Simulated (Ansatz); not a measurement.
System: SiC, space group F-43m (No. 216), 2 atoms in the cell.

```yaml
crystal:
  lattice:
    - [0.00000, 2.17400, 2.17400]
    - [2.17400, 0.00000, 2.17400]
    - [2.17400, 2.17400, 0.00000]
  atoms:
    - { symbol: Si, position: [0.00000, 0.00000, 0.00000] }
    - { symbol: C, position: [0.75000, 0.75000, 0.75000] }
```

Ansatz 0.2.0; DFT, PBE, PAW with Ansatz's default frozen-core files, scalar-relativistic, no spin polarisation, 16×16×16 k mesh, Fermi-Dirac smearing of 0.05 eV.

What will the density of states look like?

There is a gap; over the k points computed it is 1.35 eV. By projected weight, the top eV of the valence band is C 2p (85 %) and Si 3p (15 %); the bottom eV of the conduction band is Si 3p (60 %) and C 2s (30 %).

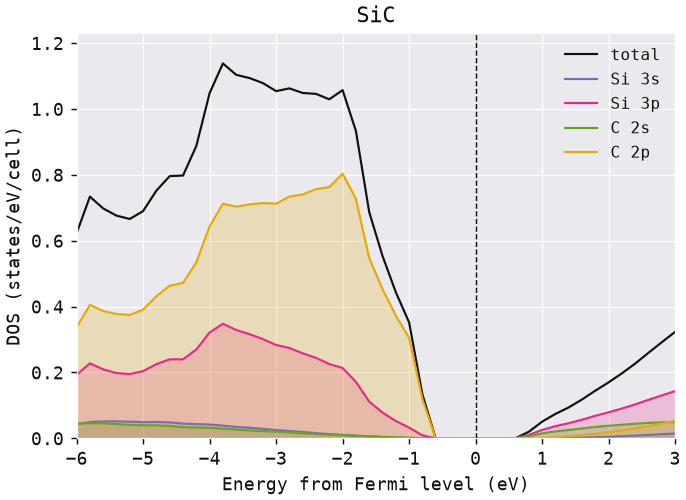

Density of states. Energies are counted from the Fermi level. The partial curves are projected on Löwdin-orthogonalised atomic shells.
